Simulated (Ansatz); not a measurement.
# Si2Ge: what a guessed cell relaxes into, part 2 of 2

Aim: relax a trial structure of Si2Ge and see where it ends.

Ansatz 0.2.0; DFT PBE, scalar-relativistic, plane waves, PAW.

### Step 4. Relaxation on the finer mesh

The end of the coarse run is made exact in the group found at a tolerance of 0.06 Å and reduced to its primitive cell.

File input.yaml:

```yaml
crystal:
  lattice:
    - [5.3954354509, 0.0, 0.0]
    - [-2.6977177255, 4.672584165, 0.0]
    - [0.0, 0.0, 10.7976863387]
  atoms:
    - { symbol: Si, position: [0.2945805839, 0.0, 0.0] }
    - { symbol: Si, position: [0.0, 0.2945805839, 0.6666666667] }
    - { symbol: Si, position: [0.7054194161, 0.7054194161, 0.3333333333] }
    - { symbol: Si, position: [0.0, 0.7054194161, 0.6666666667] }
    - { symbol: Si, position: [0.7054194161, 0.0, 0.0] }
    - { symbol: Si, position: [0.2945805839, 0.2945805839, 0.3333333333] }
    - { symbol: Ge, position: [0.0, 0.0, 0.8333333333] }
    - { symbol: Ge, position: [0.0, 0.0, 0.5] }
    - { symbol: Ge, position: [0.0, 0.0, 0.1666666667] }
basis:
  ecutwfc: 420
kpoints:
  mp_grid: { grid: [12, 12, 4] }
hamiltonian:
  xc: pbe
scf:
  occupations: { method: gaussian, width: 0.1 }
output:
  forces: true
  stress: true
  eigenvalues: true
  write_density: true
  write_potential: true
  elf: true
  volumetric_format: npy
relax:
  adjacent_minimum: "off"
  f_tol: 0.01
  max_steps: 80
  cell: { stress_tol: 0.05 }
```

Run with:

```console
$ ansatz run input.yaml --threads 1 --pin off --max-ram 2560MiB --backend cpu --events-out ev --progress --plain --runs-dir out
```

The program printed, shortened:

```text
Warning: RAYON_NUM_THREADS=1 ignored (pool sized by the plan → 1); use --threads N
[...]
Pseudopotentials: kind: paw
Pseudopotential: Si, paw, valence charge 4, recommended cutoff 420 eV (normal), Si.paw.azcp
Pseudopotential: Ge, paw, valence charge 14, recommended cutoff 420 eV (normal), Ge.paw.azcp
Functional definition: PBE
[...]
Crystal: 9 atoms, lattice volume = 272.216 Å³
Basis set: ecut = 420 eV, 5215 PW (Γ), exchange–correlation on 80×80×150 points (8 copies of the dense FFT grid, shifted against one another)
Bands: 42, of which v1, the nominal top of the filled ones, is band 33 counted from 1 (32 counted from 0)
Symmetry: 12 space group operations
Space group: P6222 (ITA 180), of the structure as read, at distance tolerance 6.5e-5 Å
k-points: 57 of 576 (time reversal used)
[...]
  cell:  # Å, volume = 272.3273 Å³
    - [5.393192900834022, 2.8855513572446384e-11, -6.68063325775885e-36]
    - [-2.696596450442, 4.670642059617723, 3.3403166289103805e-36]
    - [-1.3369705395848062e-35, 0.0, 10.811068217702276]
  atoms:
    - { symbol: Si, position: [0.29442837411054407, -8.53455188839272e-21, -9.248558535683057e-36] }
    - { symbol: Si, position: [5.551115123125783e-17, 0.2944283741105441, 0.6666666666666667] }
    - { symbol: Si, position: [0.705571625889456, 0.705571625889456, 0.33333333333333337] }
    - { symbol: Si, position: [1.6526642184742704e-36, 0.7055716258894559, 0.6666666666666667] }
    - { symbol: Si, position: [0.7055716258894559, 1.8847210898412e-20, 2.642445295909445e-35] }
    - { symbol: Si, position: [0.2944283741105441, 0.2944283741105441, 0.33333333333333337] }
    - { symbol: Ge, position: [4.8109205272242894e-21, 5.1563290804482285e-21, 0.8333333333333334] }
    - { symbol: Ge, position: [4.81092052722429e-21, 5.156329080448226e-21, 0.5] }
    - { symbol: Ge, position: [4.8109205272242834e-21, 5.1563290804482315e-21, 0.16666666666666666] }
```

It took 3.3 min on 1 thread of Arm Neoverse V1, shared host; peak memory 0.76 GiB.

The steps of the relaxation:

```
step  energy from step 1 (eV/cell)  largest force component (eV/Å)  pressure (GPa)  volume (Å³)
   1                        0.0000                          0.0077            0.05       272.22
   2                       -0.0001                          0.0012            0.01       272.33
   3                       -0.0001                          0.0011            0.01       272.33
```

Step 1 is the start. Step 3 repeats the geometry before it on a plane-wave basis chosen anew for that cell, so its energy need not be comparable with the rows above.

|  | before | after | change |
| --- | --- | --- | --- |
| a (Å) | 5.395 | 5.393 | 0.0 % |
| b (Å) | 5.395 | 5.393 | 0.0 % |
| c (Å) | 10.798 | 10.811 | +0.1 % |
| volume (Å³/atom) | 30.25 | 30.26 | 0.0 % |
| shortest distance (Å) | 2.217 | 2.217 | 0.0 % |
| space group (0.01 Å) | P6_222 | P6_222 | same |

Forces and stress were held to the start's 12 operations: a distortion of lower symmetry was not tested.

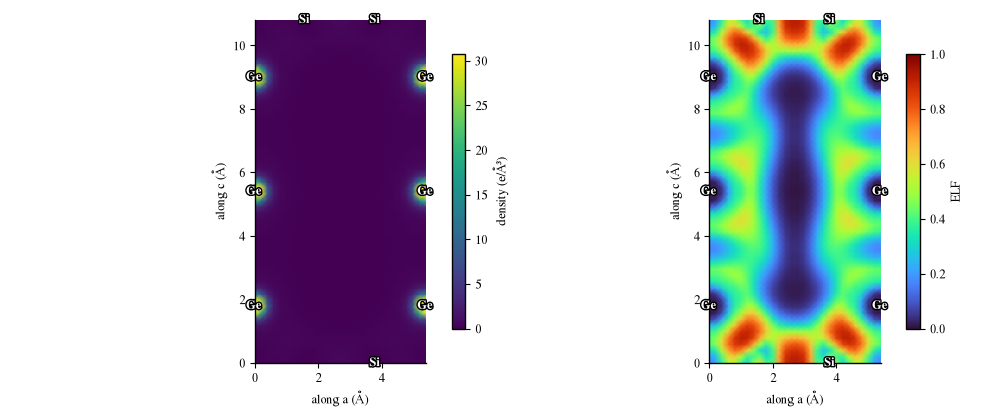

Density (left) and ELF (right) in a lattice plane of the grid's cell (edges 5.39 and 10.81 Å, at 0.000 of the third edge), which holds Si and Ge. Only atoms in the plane are labelled; the density scale stops at 30.75 e/Å³. Both are smooth fields of the valence electrons: close to the nuclei they are not physical.

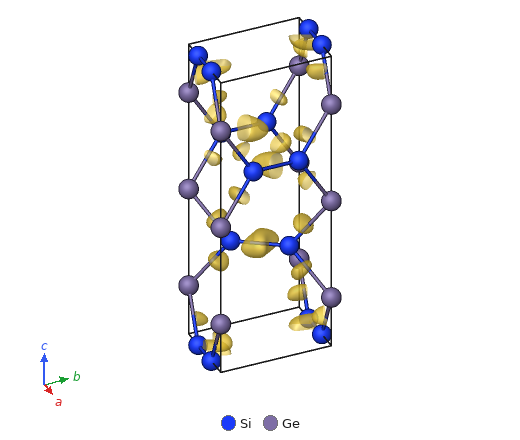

Surface of ELF = 0.85, drawn in one cell.

The highest ELF values outside the cores: 0.92 on the Si–Si line, 1.1 Å from Si; 0.91 on the Si–Ge line, 1.0 Å from Si.

### Step 5. Changed: mp_grid.grid [4, 4, 1]

File input.yaml:

```yaml
crystal:
  lattice:
    - [5.3931929008, 0.0, 0.0]
    - [-2.6965964504, 4.6706420596, 0.0]
    - [0.0, 0.0, 10.8110682177]
  atoms:
    - { symbol: Si, position: [0.2944283741, 0.0, 0.0] }
    - { symbol: Si, position: [0.0, 0.2944283741, 0.6666666667] }
    - { symbol: Si, position: [0.7055716259, 0.7055716259, 0.3333333333] }
    - { symbol: Si, position: [0.0, 0.7055716259, 0.6666666667] }
    - { symbol: Si, position: [0.7055716259, 0.0, 0.0] }
    - { symbol: Si, position: [0.2944283741, 0.2944283741, 0.3333333333] }
    - { symbol: Ge, position: [0.0, 0.0, 0.8333333333] }
    - { symbol: Ge, position: [0.0, 0.0, 0.5] }
    - { symbol: Ge, position: [0.0, 0.0, 0.1666666667] }
basis:
  ecutwfc: 420
kpoints:
  mp_grid: { grid: [4, 4, 1] }
hamiltonian:
  xc: pbe
scf:
  occupations: { method: gaussian, width: 0.1 }
output:
  forces: true
  eigenvalues: true
  stress: true
```

Run with:

```console
$ ansatz run input.yaml --threads 1 --pin off --max-ram 2560MiB --backend cpu --events-out ev --progress --plain --runs-dir out
```

The program printed, shortened:

```text
Warning: RAYON_NUM_THREADS=1 ignored (pool sized by the plan → 1); use --threads N
[...]
[... 4 set-up lines as earlier in the session ...]
[...]
Crystal: 9 atoms, lattice volume = 272.327 Å³
Basis set: ecut = 420 eV, 5215 PW (Γ), exchange–correlation on 80×80×150 points (8 copies of the dense FFT grid, shifted against one another)
Bands: 42, of which v1, the nominal top of the filled ones, is band 33 counted from 1 (32 counted from 0)
[... 2 set-up lines as earlier in the session ...]
k-points: 4 of 16
[...]
SCF iter   1: F=—  HF=-16692.057044 eV  |F-HF|=—  |Δ(HF+E_count)|=         —  Δρ=5.04e-3  dr2=1.05e-1  ethr=1.77e-3  ⟨swp⟩=8.2  Hψ=780  notcnv=0
[...]
SCF iter   7: F=-16692.043875 eV  HF=-16692.043875 eV  |F-HF|=1.27e-9  |Δ(HF+E_count)|=   3.21e-7  Δρ=1.72e-6  dr2=7.67e-9  ethr=1.52e-10  ⟨swp⟩=8.5  Hψ=658  notcnv=0
[...]
SCF converged after 7 iterations
Free energy (F): -16692.043875 eV
[...]
E sigma→0 (E₀):  -16692.038955 eV
Entropy (-TS):   -0.009840 eV (-1.093 meV/atom)
Fermi energy:    3.439607 eV
[...]
--- Forces (eV/Å), atoms counted from 1 ---
  atom   1  Si     0.36681954     0.00000000     0.00000000
  atom   2  Si    -0.18340977     0.31767504     0.00000000
  atom   3  Si    -0.18340977    -0.31767504    -0.00000000
  atom   4  Si     0.18340977    -0.31767504     0.00000000
  atom   5  Si    -0.36681954     0.00000000     0.00000000
  atom   6  Si     0.18340977     0.31767504    -0.00000000
  atom   7  Ge    -0.00000000     0.00000000    -0.00000000
  atom   8  Ge     0.00000000    -0.00000000     0.00000000
[...]
--- Stress (GPa, compression-positive) ---
       -0.573826       0.000000       0.000000
        0.000000      -0.573826       0.000000
       -0.000000      -0.000000       1.177983
  P = ⅓ Tr σ = 0.0101 GPa (0.101 kbar)
--- Band table (eV) ---
[...]
```

Wall time 3.7 s (1 thread of Arm Neoverse V1, shared host); peak memory 0.4 GiB.

| run | ending | energy change | pressure (GPa) | gap (eV) | force (eV/Å) | cycles | time |
| --- | --- | --- | --- | --- | --- | --- | --- |
| step 4 | converged | 0 | 0.0 | 0.00 | 0.00 | - | 3.3 min |
| variant | converged | +95.7 meV/atom | 0.0 | 0.15 | 0.37 | 7 | 3.7 s |

Changing the k-point mesh moves the energy by +95.7 meV/atom, and the mesh shows a spacing of 0.15 eV at the Fermi level, which on a coarse mesh need not be a gap and the largest force goes from 0.00 to 0.37 eV/Å. The energy is not variational in the mesh, so the sign tells nothing. A gap read on a mesh depends on which points the mesh holds, and a coarse mesh shifts the density too. The variant is not converged in its settings.

### Step 6. Results

This closing draws on all 2 parts. Changes of volume or cell count from the first structure of part 1.

```
                              quantity                                                                        value
symmetry at the end (tolerance 0.05 Å)                                                 space group P6_222 (No. 180)
                     conventional cell  a = 5.393 Å, b = 5.393 Å, c = 10.811 Å, α = 90.00°, β = 90.00°, γ = 120.00°
                                volume                                                                30.26 Å³/atom
              energy over the elements                                                                +0.77 eV/atom
                       gap on the mesh                                                                 none (metal)
```

The space group P6_222 (No. 180) is kept, and the volume per atom grows by 17.7 % from the first guess. With a positive formation energy it can't be a ground state. No finished test with a distortion of lower symmetry is shown, so the end may be a saddle point.
